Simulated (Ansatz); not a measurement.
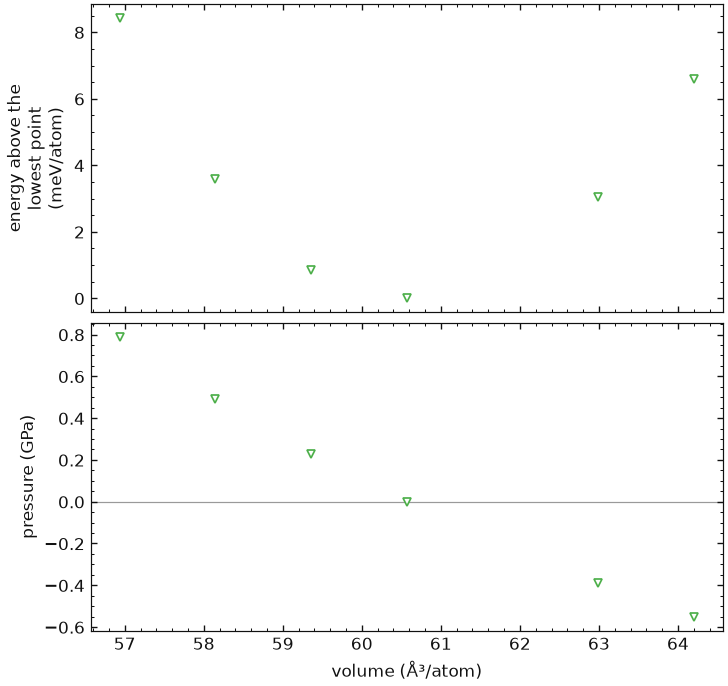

The figure shows the energy above the lowest point and pressure against volume for I, space group Fd-3m (No. 227) (one of a set of cubic test structures, which need not be the stable phase).

How it was computed, with Ansatz 0.2.0 development build: equation of state of a cubic crystal from periodic Kohn-Sham density functional theory without spin, third-order Birch-Murnaghan fit to the free energies; pressure corrected for the finite basis. Level: PBE.

```json
{"setting": "structure type", "value": "diamond"}
{"setting": "atoms in cell", "value": "2"}
{"setting": "space group number", "value": "227"}
{"setting": "lattice centring", "value": "face-centred primitive"}
{"setting": "k mesh", "value": "12×12×12"}
{"setting": "occupation method", "value": "Fermi–Dirac"}
{"setting": "occupation width", "value": "0.06123 eV"}
{"setting": "wave cutoff", "value": "520 eV"}
{"setting": "datasets", "value": "hand-made PAW"}
{"setting": "density tolerance", "value": "1e-09 eV"}
{"setting": "bands", "value": "21"}
{"setting": "density cutoff ratio", "value": "4"}
{"setting": "search for lower states", "value": "default"}
```

The point at volume 61.78 Å³/atom is left out of the plot. What does the calculation give there?

| volume (Å³/atom) | energy above the lowest point (meV/atom) | pressure (GPa) |
| --- | --- | --- |
| 61.78 | 0.80 | −0.21 |

Limits of the calculation: cubic model structure, not the ambient form; no spin polarisation, a magnetic state may lie lower.
